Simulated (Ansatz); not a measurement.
A series of calculations on O31Mg32

## 1. Relaxation

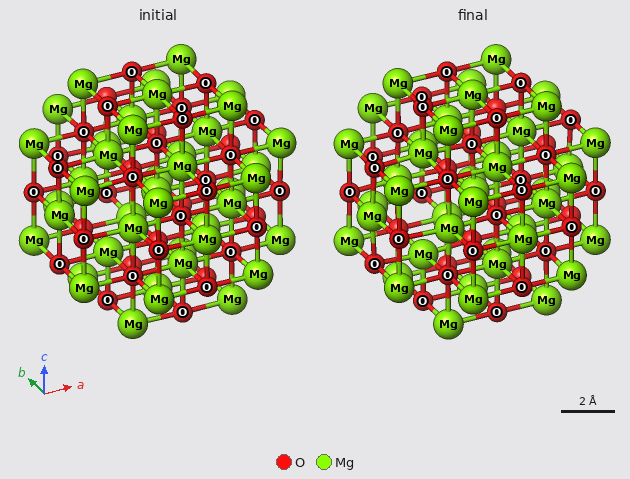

The structure of a defect cell of composition O31Mg32 (cell charge +1) before (left) and after (right) a relaxation, at one scale.

The picture is a ball-and-stick view of the atoms within 5.8 Å of the atom that moves most (axes of the cell of the calculation), seen from a free direction.

Method: DFT, PBEsol, PAW, plane waves in Ansatz 0.2.0. Settings: plane-wave cutoff 420 eV; k-point mesh 1 × 1 × 1; mesh shifted by (0.25, 0.25, 0.25); collinear spin; atoms relaxed in a fixed cell; force threshold 0.03 eV/Å; at most 80 steps.

Q: Summarise the run.

A: Over 3 geometry steps the energy falls by 1.046 eV per cell of the calculation. The largest force component goes from 1.7 to 0.011 eV/Å. The atom that moves furthest is a Mg atom (0.12 Å roughly along +a). By element the largest moves are Mg 0.12 Å, O 0.09 Å. The lattice vectors keep their values. Among the contacts that change: Mg–O 2.133 → 2.013 Å, Mg–O 2.201 → 2.090 Å, Mg–O 2.044 → 2.128 Å, Mg–O 2.170 → 2.095 Å. Among the angles between lasting bonds that change: Mg–O–Mg 88.5° → 96.3°, Mg–O–Mg 89.5° → 96.3°, Mg–O–Mg 89.6° → 96.3°. Cost: 4.4 s on 1 × NVIDIA GB300 Max-Q with 8 threads of Arm Neoverse-V2, peak memory 1.7 GiB.

Limits of the set-up: the periodic images lie only 8.4 Å apart, so the values are limited by the cell's size; the cell is charged, on a uniform background, and energies carry no finite-size correction.

## 2. Relaxation

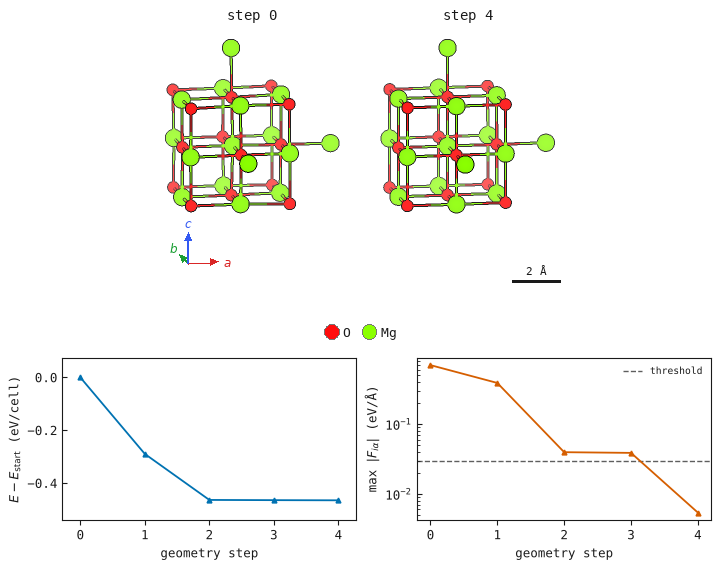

First and last geometry of a relaxation of a defect cell of composition O₃₁Mg₃₂ (cell charge −1), with the history of the run. Style: ball-and-stick. Shown: the atoms within 4.2 Å of the atom that moves most (axes of the cell of the calculation), slightly off an axis.

All numbers below come from Ansatz, DFT, PBEsol, PAW, plane waves. Settings: plane-wave cutoff 420 eV; k-point mesh 1 × 1 × 1; mesh shifted by (0.25, 0.25, 0.25); collinear spin; atoms relaxed in a fixed cell; force threshold 0.03 eV/Å; at most 80 steps.

Question: What do the curves and the structures tell?

Answer: It converged. The energy falls by 0.465 eV per cell of the calculation in 4 geometry steps. The largest force component goes from 0.7 to 0.0054 eV/Å. The largest moves, 0.068 Å, are those of O and Mg atoms. Largest moves by element: Mg 0.068 Å, O 0.068 Å. The cell stays as it was. Among the contacts that change: Mg–O 2.043 → 2.107 Å, Mg–O 2.170 → 2.107 Å, Mg–O 2.151 → 2.104 Å, Mg–O 2.139 → 2.094 Å. Among the angles between lasting bonds that change: O–Mg–O 176.9° → 179.9°, Mg–O–Mg 177.0° → 180.0°, Mg–O–Mg 87.5° → 90.0°.

Limits of the set-up: the periodic images lie only 8.4 Å apart, so the values are limited by the cell's size; the cell is charged, on a uniform background, and energies carry no finite-size correction.

## 3. Defect

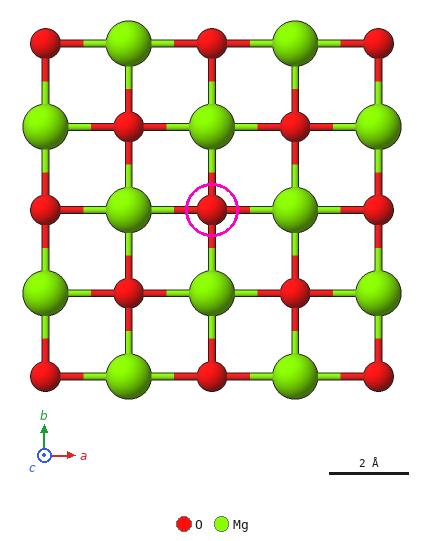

Perfect MgO. The picture is a ball-and-stick view of the atoms within 6.0 Å of one point, in a slice 4.2 Å thick across the line of sight, seen along the c axis.

Level of theory: DFT, PBEsol, PAW, plane waves (Ansatz 0.2.0). (plane-wave cutoff 420 eV; k-point mesh 1 × 1 × 1; mesh shifted by (0.25, 0.25, 0.25); no spin polarisation) Fermi-Dirac smearing of 0.01 eV. A uniform background neutralises the charged cell. The axes drawn are those of the host's conventional cell.

An oxygen atom is taken out (a vacancy) at the ringed place, in charge state +2. The supercell has 64 sites, and the atoms are relaxed at the host's cell.

> How do the neighbours respond?

Around the empty O site the host had 6 Mg at 2.11 Å; after relaxation the nearest atoms are 6 Mg at 2.27 Å. Of the host's atoms, a magnesium atom moves furthest from its site, by 0.17 Å.

The relaxed defect, seen from the same direction:

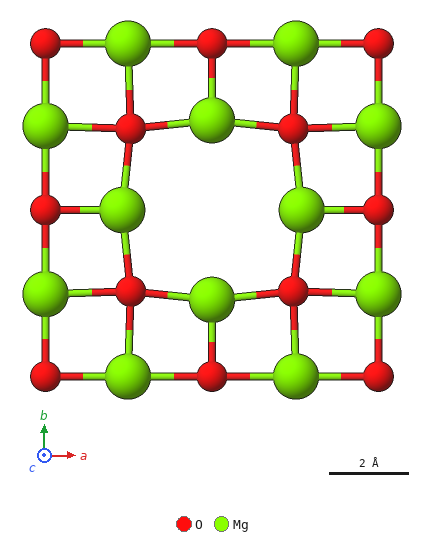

Limits of the set-up: the periodic images lie only 8.4 Å apart, so the values are limited by the cell's size; the cell is charged, on a uniform background, and energies carry no finite-size correction.
